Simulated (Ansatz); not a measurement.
# Co: what the fields show

Input

```
crystal:
  lattice:
    - [-2.4552110672, 0.0, 0.0]
    - [-1.2276055336, -2.1262751559, 0.0]
    - [0.0, 0.0, 16.9296817872]
  atoms:
    - { symbol: Co, position: [0.0, 1.0, 0.4116578132], spin: 1.81 }
    - { symbol: Co, position: [0.0, 1.0, 0.8821238853], spin: 1.81 }
    - { symbol: Co, position: [0.3333333333, 0.3333333333, 0.058808259], spin: 1.83 }
    - { symbol: Co, position: [0.3333333333, 0.3333333333, 0.5292743312], spin: 1.83 }
    - { symbol: Co, position: [0.0, 1.0, 0.1764247771], spin: 1.81 }
    - { symbol: Co, position: [0.0, 1.0, 0.6468908492], spin: 1.81 }
    - { symbol: Co, position: [0.6666666667, 0.6666666667, 0.2940412951], spin: 1.83 }
    - { symbol: Co, position: [0.6666666667, 0.6666666667, 0.7645073673], spin: 1.83 }
basis:
  ecutwfc: 420
kpoints:
  mp_grid: { grid: [22, 22, 3] }
hamiltonian:
  xc: pbesol
scf:
  occupations: { method: gaussian, width: 0.15 }
output:
  forces: true
  stress: true
  eigenvalues: true
  populations: true
  write_density: true
  write_potential: true
  elf: true
  volumetric_format: npy
magnetization:
  spin_polarized: true
```

Command:

```sh
ansatz run input.yaml --threads 2 --pin off --max-ram 5120MiB --backend cpu --events-out ev --progress --plain --runs-dir out
```

Below, planes, directions and counts refer to the conventional cell (a = 2.46 Å, b = 2.46 Å, c = 16.93 Å, α = 90.00°, β = 90.00°, γ = 120.00°).

Space group P3m1; a structure from a database of computed crystals, not necessarily the ambient phase; not relaxed (largest force 0.6 eV/Å); computed pressure about −4 GPa in this cell; spin-polarised.

These are results of Ansatz, DFT PBEsol, scalar-relativistic, plane waves, PAW, not measurements.

The density is the valence pseudo-density of a PAW calculation; it isn't the true density close to the nuclei.

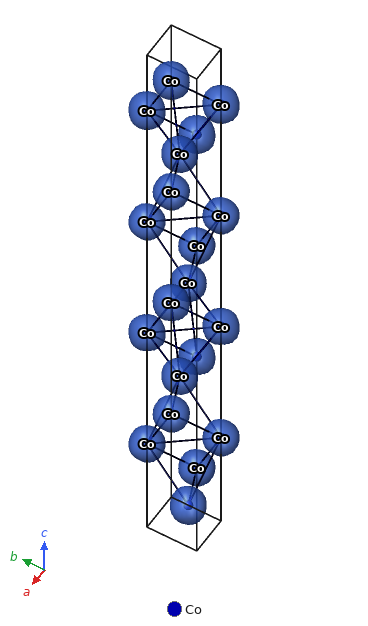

Figure 1. Isosurfaces of the magnetisation density (up minus down) at +0.4 (blue) and −0.4 e/Å³ (red), seen at an oblique angle. Sticks mark near contacts.

Question: Describe the spin distribution.

Answer: The spin density sits on Co: +1.7 μB (×8) in one cell of 8 atoms: parallel moments (a ferromagnetic arrangement) in this solution. The cell of the calculation (8 atoms) carries 13.1 μB of net spin moment. Only one sign reaches the isovalue.

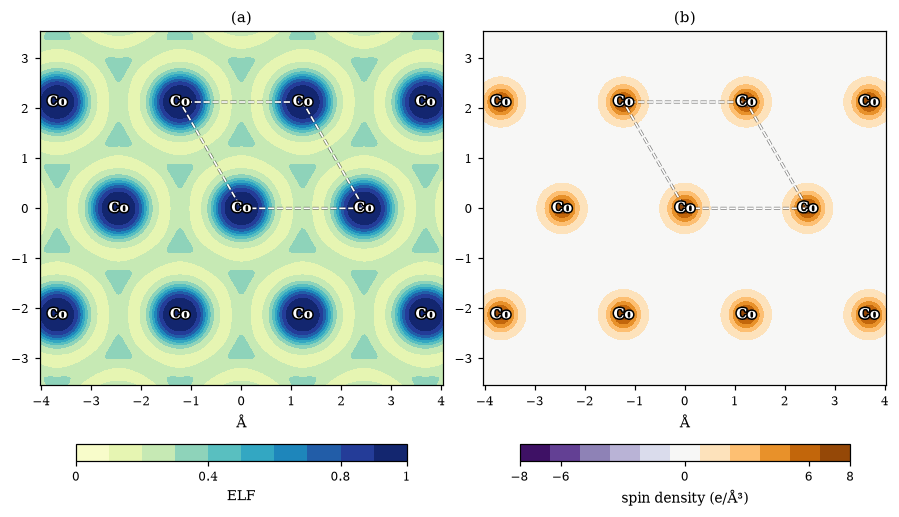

Figure 2. (a) ELF; (b) spin density on the (001) plane of the conventional cell.

Question: Describe what can be read from this map.

Answer:
- Atoms in the plane: Co.
- Co–Co (2.46 Å): the ELF is about 0.25 at the midpoint: no shared electron pair shows on this line.
- The features right at Co lie inside the PAW spheres, where the map follows smoothed inner orbitals and isn't to be read closely.

Question: Metal or insulator at this level of theory?

Answer: It is gapless in this calculation (a metal or semimetal).
